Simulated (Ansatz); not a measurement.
# Geometry relaxation of ZnAu

ZnAu (Pm-3m, 2 atoms in the cell), computed with DFT PBEsol, scalar-relativistic, plane waves, PAW, no spin polarisation (Ansatz 0.2.0).

The structure was made by swapping elements on the sites of another compound; it need not be a known phase. It belongs to a series of runs on one base structure; here: Mg -> Zn on all its sites, cell and atoms relaxed. Figures and captions count atoms from 1; the log counts them from 0 in places.

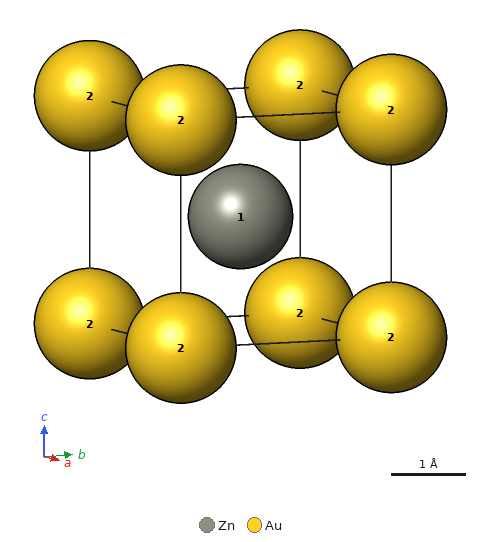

**Figure 1.** The structure as given in the input (spheres-only view of the cell of the calculation, seen slightly off an axis; atoms are numbered from 1 in the order of the input). An atom can appear more than once, as a periodic image.

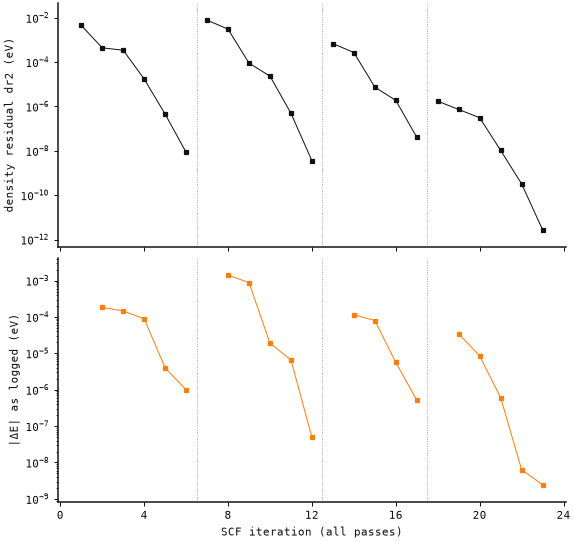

**Figure 2.** Convergence of the self-consistent field: density residual dr2 and size of the energy change against the SCF iteration. The dotted lines part the SCF passes of the relaxation: geometry steps, rejected trials and re-solves on a re-selected basis. The passes take 6, 6, 5 and 6 iterations.

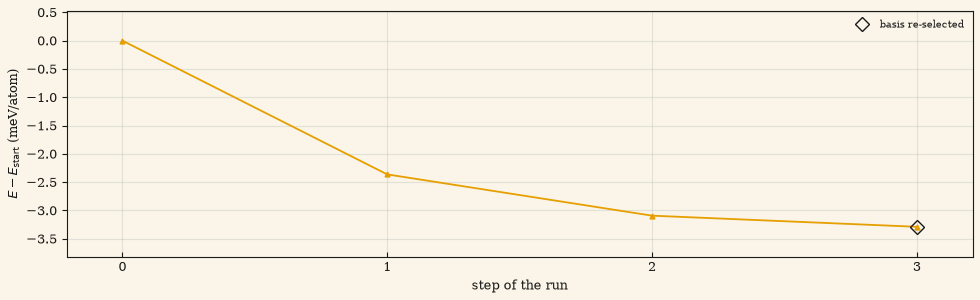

**Figure 3.** Progress of the relaxation, step by step (the first geometry is step 0 here and step 1 in the log).

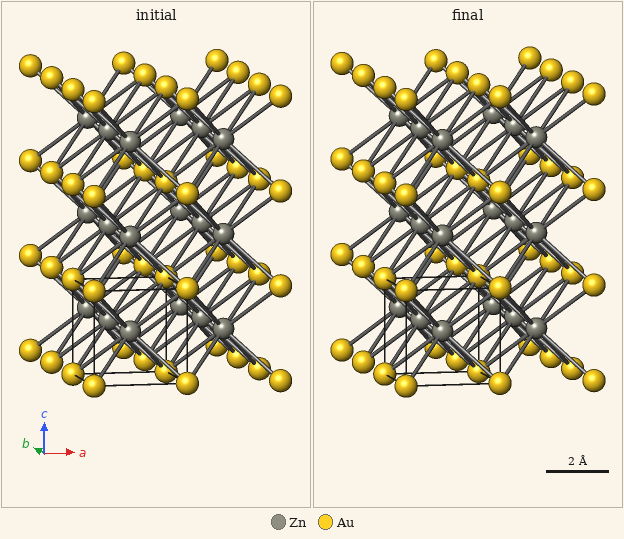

**Figure 4.** Before (left) and after (right) the relaxation, at one scale (ball-and-stick view of the cell of the calculation, repeated 2 × 3 × 3, seen slightly off an axis). The atoms keep their places relative to the cell (all moves are under 0.005 Å). Cell: a = b = c 3.106 → 3.129 Å (+0.7 %). Volume +2.2 %. Among the contacts that change: Zn1–Au2 2.690 → 2.710 Å. The space group stays Pm-3m (No. 221). The energy falls by 3.1 meV per atom in 2 geometry steps. All forces vanish by symmetry, so only the cell relaxes. Pressure: 3.28 GPa at the start and −0.07 GPa at the end. A last SCF at the same geometry on a re-selected plane-wave basis shifts the energy by −0.2 meV per atom. (Atoms are counted from 1 in the order of the input.)

These pictures come from the run below.

### The input
```yaml
crystal:
  lattice:
    - [3.1056434638, 0.0, 0.0]
    - [0.0, 3.1056434638, 0.0]
    - [0.0, 0.0, 3.1056434638]
  atoms:
    - { symbol: Zn, position: [0.5, 0.5, 0.5] }
    - { symbol: Au, position: [0.0, 0.0, 0.0] }
basis:
  ecutwfc: 420
kpoints:
  mp_grid: { grid: [14, 14, 14] }
hamiltonian:
  xc: pbesol
scf:
  occupations: { method: gaussian, width: 0.1 }
output:
  forces: true
  stress: true
  eigenvalues: true
relax:
  adjacent_minimum: "off"
  f_tol: 0.01
  max_steps: 60
  cell: { stress_tol: 0.1 }
```

Launched with:
```bash
ansatz run input.yaml --threads 1 --pin off --max-ram 2560MiB --backend cpu --events-out ev --progress --plain --runs-dir out
```

### The program's output
```
Engine: ansatz 0.2.0, aarch64-unknown-linux-gnu
Pseudopotentials: kind: paw
Pseudopotential: Zn, paw, valence charge 12, recommended cutoff 420 eV (normal), Zn.paw.azcp
Pseudopotential: Au, paw, valence charge 19, recommended cutoff 420 eV (normal), Au.paw.azcp
Functional definition: PBEsol
  exchange = pbesol_x
  correlation = pbesol_c
Crystal: 2 atoms, lattice volume = 29.954 Å³
Basis set: ecut = 420 eV, 587 PW (Γ), exchange–correlation on 48×48×48 points (8 copies of the dense FFT grid, shifted against one another)
Bands: 20, of which v1, the nominal top of the filled ones, is band 16 counted from 1 (15 counted from 0)
Symmetry: 48 space group operations
Space group: Pm-3m (ITA 221), of the structure as read, at distance tolerance 3.1e-5 Å
k-points: 120 of 2744
Non-local potential: Zn, projectors of the file, l = 0: 2, l = 1: 2, l = 2: 3, l = 3: 1
Non-local potential: Au, projectors of the file, l = 0: 3, l = 1: 2, l = 2: 2, l = 3: 1
PAW form: soft (Blöchl's): semilocal exchange-correlation on the pseudo side does not see the compensation charge
PAW frozen core: Zn, regenerated for the run's functional, and the local potential with it (the file was generated under x = pbe(κ = 0.804, μ = 0.2195149727645171), c = pbe(β = 0.06672455060314922))
PAW frozen core: Au, regenerated for the run's functional, and the local potential with it (the file was generated under x = pbe(κ = 0.804, μ = 0.2195149727645171), c = pbe(β = 0.06672455060314922))
PAW one-centre angular grid: Zn, 590 points (default); XC on 64 Gauss nodes
PAW one-centre angular grid: Au, 590 points (default); XC on 64 Gauss nodes
Initial density: superposition of atomic densities (neutral atoms: chi_scale 0, normalization atom), corrected by the library's trained network
Initial wavefunctions: pseudopotential atomic-orbital guess
Functional: x = pbesol(κ = 0.804, μ = 0.12345679012345678), c = pbesol(β = 0.046)
SCF iter   1: F=—  HF=-16288.444424 eV  |F-HF|=—  |Δ(HF+E_count)|=         —  Δρ=5.09e-3  dr2=4.51e-3  ethr=1.77e-3  ⟨swp⟩=5.0  Hψ=10070  notcnv=0
preconditioner: auto → none  [metal: Δε(μ)=0.028 eV  Ē_g=13.005 eV  σ=0.100 eV  W_gap=0.16  n_scr=6 (ndim 8)  ℏωp=32.5 eV  f_vac=0.000  D(μ)=0.76/eV (n_scr^D=6)  sad-step TF]
SCF iter   2: F=—  HF=-16288.444240 eV  |F-HF|=—  |Δ(HF+E_count)|=   1.84e-4  Δρ=1.45e-3  dr2=4.42e-4  ethr=1.46e-5  ⟨swp⟩=2.1  Hψ=4633  notcnv=0  defer=1
SCF iter   3: F=—  HF=-16288.444094 eV  |F-HF|=—  |Δ(HF+E_count)|=   1.46e-4  Δρ=1.28e-3  dr2=3.44e-4  ethr=1.42e-6  ⟨swp⟩=2.0  Hψ=3746  notcnv=0  defer=2
SCF iter   4: F=—  HF=-16288.444005 eV  |F-HF|=—  |Δ(HF+E_count)|=   8.90e-5  Δρ=3.85e-4  dr2=1.74e-5  ethr=1.11e-6  ⟨swp⟩=2.0  Hψ=3563  notcnv=0  defer=2
SCF iter   5: F=—  HF=-16288.444001 eV  |F-HF|=—  |Δ(HF+E_count)|=   4.02e-6  Δρ=8.01e-5  dr2=4.52e-7  ethr=5.61e-8  ⟨swp⟩=2.0  Hψ=3579  notcnv=0  defer=2
SCF iter   6: F=-16288.444002 eV  HF=-16288.444002 eV  |F-HF|=5.75e-9  |Δ(HF+E_count)|=   9.89e-7  Δρ=1.15e-5  dr2=8.57e-9  ethr=3.23e-10  ⟨swp⟩=6.2  Hψ=10754  notcnv=0
SCF 1 converged in 6 iterations: F = -16288.444002 eV  dr2 = 8.57e-9
  greatest PAW one-centre occupation: 1.001 electrons in one spin orbital (limit 2), on the Au atom at site 1 (counted from 0), in its partial waves of l = 0
relax step   1: F+E_penalty+E_count = -16288.44400209 eV  Δ(F+E_penalty+E_count) = +0.000e0 eV  max|allowed force component| = 1.058e-29 eV/Å  Δτ_max = 0.0000 Å  P = +3.278 GPa  Ω = 29.954 Å³  (6 SCF iters, dr2 threshold 1.00e-7 eV, accepted)
Crystal: 2 atoms, lattice volume = 30.915 Å³
Basis set: ecut = 420 eV, 619 PW (Γ), exchange–correlation on 48×48×48 points (8 copies of the dense FFT grid, shifted against one another)
Initial density: handed on by an earlier stage of this run
Initial wavefunctions: those handed on with the density
iter 1 solved again at ethr=2.26e-5 eV; its pass at ethr=3.10e-3 eV (dr2=7.01e-3 eV) is discarded
SCF iter   1: F=—  HF=-16288.451044 eV  |F-HF|=—  |Δ(HF+E_count)|=         —  Δρ=3.84e-3  dr2=7.84e-3  ethr=2.26e-5  ⟨swp⟩=1.1  Hψ=12973  notcnv=0
preconditioner: auto → none  [metal: Δε(μ)=0.040 eV  Ē_g=12.784 eV  σ=0.100 eV  W_gap=0.22  n_scr=6 (ndim 8)  ℏωp=32.0 eV  f_vac=0.000  D(μ)=0.77/eV (n_scr^D=6)]
SCF iter   2: F=—  HF=-16288.449636 eV  |F-HF|=—  |Δ(HF+E_count)|=   1.41e-3  Δρ=3.36e-3  dr2=3.08e-3  ethr=2.26e-5  ⟨swp⟩=2.5  Hψ=3899  notcnv=0
SCF iter   3: F=—  HF=-16288.448754 eV  |F-HF|=—  |Δ(HF+E_count)|=   8.82e-4  Δρ=7.41e-4  dr2=9.01e-5  ethr=9.92e-6  ⟨swp⟩=2.6  Hψ=4006  notcnv=0
SCF iter   4: F=—  HF=-16288.448735 eV  |F-HF|=—  |Δ(HF+E_count)|=   1.90e-5  Δρ=3.97e-4  dr2=2.33e-5  ethr=2.91e-7  ⟨swp⟩=2.1  Hψ=4560  notcnv=0
SCF iter   5: F=—  HF=-16288.448728 eV  |F-HF|=—  |Δ(HF+E_count)|=   6.57e-6  Δρ=5.98e-5  dr2=4.95e-7  ethr=7.50e-8  ⟨swp⟩=2.0  Hψ=3168  notcnv=0
SCF iter   6: F=-16288.448728 eV  HF=-16288.448728 eV  |F-HF|=2.15e-9  |Δ(HF+E_count)|=   4.93e-8  Δρ=6.94e-6  dr2=3.59e-9  ethr=6.45e-10  ⟨swp⟩=5.5  Hψ=10724  notcnv=0
SCF 2 converged in 6 iterations: F = -16288.448728 eV  dr2 = 3.59e-9
relax step   2: F+E_penalty+E_count = -16288.44872846 eV  Δ(F+E_penalty+E_count) = -4.726e-3 eV  max|allowed force component| = 1.762e-29 eV/Å  Δτ_max = 0.0000 Å  P = -1.358 GPa  Ω = 30.915 Å³  energy of the carried Pulay correction = -5.592e-4 eV  (6 SCF iters, dr2 threshold 2.00e-7 eV, accepted)
Crystal: 2 atoms, lattice volume = 30.627 Å³
iter 1 solved again at ethr=1.86e-6 eV; its pass at ethr=3.10e-3 eV (dr2=5.76e-4 eV) is discarded
SCF iter   1: F=—  HF=-16288.450386 eV  |F-HF|=—  |Δ(HF+E_count)|=         —  Δρ=1.15e-3  dr2=6.86e-4  ethr=1.86e-6  ⟨swp⟩=2.1  Hψ=12755  notcnv=0
preconditioner: auto → none  [metal: Δε(μ)=0.069 eV  Ē_g=12.864 eV  σ=0.100 eV  W_gap=0.34  n_scr=6 (ndim 8)  ℏωp=32.2 eV  f_vac=0.000  D(μ)=0.77/eV (n_scr^D=6)]
SCF iter   2: F=—  HF=-16288.450272 eV  |F-HF|=—  |Δ(HF+E_count)|=   1.15e-4  Δρ=1.00e-3  dr2=2.71e-4  ethr=1.86e-6  ⟨swp⟩=2.5  Hψ=3857  notcnv=0
SCF iter   3: F=—  HF=-16288.450192 eV  |F-HF|=—  |Δ(HF+E_count)|=   7.97e-5  Δρ=2.17e-4  dr2=7.47e-6  ethr=8.75e-7  ⟨swp⟩=2.3  Hψ=3657  notcnv=0
SCF iter   4: F=—  HF=-16288.450186 eV  |F-HF|=—  |Δ(HF+E_count)|=   5.65e-6  Δρ=1.14e-4  dr2=1.88e-6  ethr=2.41e-8  ⟨swp⟩=2.0  Hψ=4144  notcnv=0
SCF iter   5: F=-16288.450186 eV  HF=-16288.450186 eV  |F-HF|=3.46e-9  |Δ(HF+E_count)|=   5.18e-7  Δρ=1.79e-5  dr2=4.10e-8  ethr=6.45e-10  ⟨swp⟩=3.1  Hψ=9764  notcnv=0
SCF 3 converged in 5 iterations: F = -16288.450186 eV  dr2 = 4.10e-8
relax step   3: F+E_penalty+E_count = -16288.45018585 eV  Δ(F+E_penalty+E_count) = -1.457e-3 eV  max|allowed force component| = 2.682e-29 eV/Å  Δτ_max = 0.0000 Å  P = -0.067 GPa  Ω = 30.627 Å³  energy of the carried Pulay correction = -3.935e-4 eV  (5 SCF iters, dr2 threshold 2.00e-7 eV, accepted)
Initial wavefunctions: pseudopotential atomic-orbital guess (no wavefunctions were taken with the density)
iter 1 solved again at ethr=2.98e-8 eV; its pass at ethr=3.10e-3 eV (dr2=9.23e-6 eV) is discarded
SCF iter   1: F=—  HF=-16288.450536 eV  |F-HF|=—  |Δ(HF+E_count)|=         —  Δρ=5.03e-4  dr2=1.74e-6  ethr=2.98e-8  ⟨swp⟩=3.0  Hψ=17102  notcnv=0
preconditioner: auto → none  [metal: Δε(μ)=0.014 eV  Ē_g=12.860 eV  σ=0.100 eV  W_gap=0.08  n_scr=6 (ndim 8)  ℏωp=32.2 eV  f_vac=0.000  D(μ)=0.77/eV (n_scr^D=6)]
SCF iter   2: F=—  HF=-16288.450570 eV  |F-HF|=—  |Δ(HF+E_count)|=   3.44e-5  Δρ=2.55e-4  dr2=7.34e-7  ethr=5.61e-9  ⟨swp⟩=2.0  Hψ=3092  notcnv=0
SCF iter   3: F=—  HF=-16288.450578 eV  |F-HF|=—  |Δ(HF+E_count)|=   8.47e-6  Δρ=8.10e-5  dr2=3.10e-7  ethr=2.37e-9  ⟨swp⟩=2.0  Hψ=3637  notcnv=0
SCF iter   4: F=—  HF=-16288.450579 eV  |F-HF|=—  |Δ(HF+E_count)|=   6.06e-7  Δρ=1.02e-5  dr2=1.05e-8  ethr=9.99e-10  ⟨swp⟩=2.0  Hψ=3691  notcnv=0
SCF iter   5: F=—  HF=-16288.450579 eV  |F-HF|=—  |Δ(HF+E_count)|=   6.38e-9  Δρ=4.28e-6  dr2=3.25e-10  ethr=3.39e-11  ⟨swp⟩=2.0  Hψ=3066  notcnv=0
SCF iter   6: F=-16288.450579 eV  HF=-16288.450579 eV  |F-HF|=7.28e-12  |Δ(HF+E_count)|=   2.44e-9  Δρ=2.49e-7  dr2=2.76e-12  ethr=1.00e-12  ⟨swp⟩=4.0  Hψ=8263  notcnv=0
SCF 4 converged in 6 iterations: F = -16288.450579 eV  dr2 = 2.76e-12
relax step   4: F+E_penalty+E_count = -16288.45057906 eV  Δ(F+E_penalty+E_count) = -3.932e-4 eV  max|allowed force component| = 3.103e-29 eV/Å  Δτ_max = 0.0000 Å  P = -0.072 GPa  Ω = 30.627 Å³  stress off target by 7.23e-2 GPa  SCF on the basis re-selected at this cell (its energy is not comparable with the rows above)  (6 SCF iters)
basis re-selected at this cell: Δ(F+E_penalty+E_count) = -3.932e-4 eV, ΔP = -0.005 GPa vs the last step (what re-selecting the basis moved, of the pressure what is left beyond the Pulay correction that the steps carried, after the strain that the cell walked since its last selection, with what the two solves' SCF thresholds leave and, on support functions, any second-order correction that the steps lacked; it is no measure of the basis error at this ecutwfc). This SCF's stress stands 7.23e-2 GPa from its target on what of the cell is left free (relax.cell.stress_tol is 1.00e-1 GPa) and its largest allowed force component is 3.10e-29 eV/Å (relax.f_tol is 1.00e-2 eV/Å): within both
SCF converged after 6 iterations
Free energy (F): -16288.450579 eV
Harris-Foulkes:  -16288.450579 eV  (|F-HF|=7.28e-12)
Internal energy: -16288.446717 eV  (E = F + TS)
E sigma→0 (E₀):  -16288.448648 eV
Entropy (-TS):   -0.003862 eV (-1.931 meV/atom)
Fermi energy:    17.256334 eV
--- Per-component energies (eV) ---
  E_band       = -161.585222
  E_kinetic    = 736.749742
  E_local      = -3216.232167  (includes V_loc(G=0)·N_el)
  E_nonlocal   = 690.399506
  E_hartree    = 1357.105289
  E_xc         = -363.522149
  E_vxc        = -328.809803  (∫ρ·V_xc dr)
  E_paw        = -11355.314142  (= ΣΔE_a)
  E_vpaw       = -757.904083  (= ΣTr[D̂ρ^β])
  E_aug_tail   = 0.000937  (compensation charges beyond the density's cutoff)
  E_ewald      = -4138.740566
  E_core_change = 1.106834  (= ΣΔE_core)
  E_smearing   = -0.003862  (= −TS)
  E_closure    = -0.000000  (closes the sum)
  Σ components = -16288.450579   (vs F -16288.450579, Δ=0.00e0)
--- Forces (eV/Å), atoms counted from 1 ---
  atom   1  Zn     0.00000000    -0.00000000     0.00000000
  atom   2  Au    -0.00000000    -0.00000000     0.00000000
  max |Σ_I F_I| component: 5.57e-29 eV/Å
--- Stress (GPa, compression-positive) ---
       -0.072334      -0.000000       0.000000
       -0.000000      -0.072334      -0.000000
        0.000000      -0.000000      -0.072334
  P = ⅓ Tr σ = -0.0723 GPa (-0.723 kbar)
--- Band table (eV; the first three rows and the last of 120) ---
  k-point 0: bands = ["-89.0016", "-40.3719", "-40.3719", "-40.3719", "6.4379", "9.0809", "9.0809", "9.8264", "9.8264", "9.8264", "11.7940", "11.7940", "13.5249", "13.5249", "13.5249", "22.2327", "22.2327", "22.2327", "26.3239", "29.4622"]
  k-point 1: bands = ["-89.0016", "-40.3741", "-40.3718", "-40.3718", "6.5302", "9.1025", "9.1098", "9.8254", "9.8254", "9.8346", "11.7775", "11.8188", "13.4516", "13.4516", "13.5166", "21.5088", "22.4093", "22.4093", "26.7811", "29.3585"]
  k-point 2: bands = ["-89.0014", "-40.3802", "-40.3713", "-40.3713", "6.8029", "9.1647", "9.1902", "9.8230", "9.8230", "9.8577", "11.7295", "11.8882", "13.2551", "13.2551", "13.4930", "20.0562", "22.9154", "22.9154", "27.3521", "29.0773"]
  k-point 119: bands = ["-88.9985", "-40.4082", "-40.4082", "-40.4082", "9.5451", "9.5451", "9.5451", "10.1909", "10.1909", "10.7098", "10.7098", "10.7098", "14.1737", "14.1737", "18.6877", "20.9171", "21.0066", "21.0066", "21.0066", "23.2426"]
--- Relaxed structure (3 steps of the walk, 3 accepted, 1 SCFs on fresh bases) ---
  F+E_penalty+E_count = -16288.45057906 eV   max|allowed force component| = 3.103e-29 eV/Å   (the final SCF, on the basis selected at the relaxed cell)
  cell:  # Å, volume = 30.6271 Å³
    - [3.1287322314539256, 3.3703774026776627e-34, 6.419766481290786e-35]
    - [3.3703774026776627e-34, 3.1287322314539256, 0.0]
    - [6.419766481290786e-35, -6.419766481290786e-35, 3.1287322314539256]
  atoms:
    - { symbol: Zn, position: [0.49999999999999994, 0.49999999999999994, 0.49999999999999994] }
    - { symbol: Au, position: [-8.268517047910009e-35, 6.621273417272933e-36, 1.2919557887360673e-36] }
```

### Trajectory as extended XYZ (Å, eV, eV/Å), 4 frames, from step=1 to step=4
```
2
Lattice="3.1056 0.0000 0.0000 0.0000 3.1056 0.0000 0.0000 0.0000 3.1056" Properties=species:S:1:pos:R:3:forces:R:3 step=1 energy=-16288.44400 pressure_GPa=3.28
Zn    1.5528    1.5528    1.5528    0.0000   0.0000   0.0000
Au    0.0000    0.0000    0.0000    0.0000   0.0000   0.0000
2
Lattice="3.1385 0.0000 0.0000 0.0000 3.1385 0.0000 0.0000 0.0000 3.1385" Properties=species:S:1:pos:R:3:forces:R:3 step=2 energy=-16288.44873 pressure_GPa=-1.36
Zn    1.5693    1.5693    1.5693    0.0000   0.0000   0.0000
Au    0.0000    0.0000    0.0000    0.0000   0.0000   0.0000
2
Lattice="3.1287 0.0000 0.0000 0.0000 3.1287 0.0000 0.0000 0.0000 3.1287" Properties=species:S:1:pos:R:3:forces:R:3 step=3 energy=-16288.45019 pressure_GPa=-0.07
Zn    1.5644    1.5644    1.5644    0.0000   0.0000   0.0000
Au    0.0000    0.0000    0.0000    0.0000   0.0000   0.0000
2
Lattice="3.1287 0.0000 0.0000 0.0000 3.1287 0.0000 0.0000 0.0000 3.1287" Properties=species:S:1:pos:R:3:forces:R:3 step=4 energy=-16288.45058 pressure_GPa=-0.07
Zn    1.5644    1.5644    1.5644    0.0000   0.0000   0.0000
Au    0.0000    0.0000    0.0000    0.0000   0.0000   0.0000
```

### Summary

```json
{"quantity": "outcome", "value": "converged"}
{"quantity": "space group (tolerance 0.01 Å)", "value": "Pm-3m (221)"}
{"quantity": "electrons treated", "value": "31"}
{"quantity": "free energy", "value": "−16288.4506 eV"}
{"quantity": "Fermi energy", "value": "17.256 eV"}
{"quantity": "gap on the k-point mesh", "value": "none (metallic)"}
{"quantity": "pressure", "value": "−0.07 GPa"}
{"quantity": "final volume", "value": "30.63 Å³"}
{"quantity": "largest force (length of the vector) at the end", "value": "under 0.001 eV/Å"}
{"quantity": "final cell", "value": "a = 3.129 Å, b = 3.129 Å, c = 3.129 Å, α = 90.00°, β = 90.00°, γ = 90.00°"}
{"quantity": "hardware", "value": "1 thread of Arm Neoverse V1, 24 GiB of memory available, shared host"}
{"quantity": "wall time", "value": "18 s"}
{"quantity": "peak memory", "value": "0.36 GiB"}
```

### Remarks

Spin–orbit coupling is left out, which matters for Au.
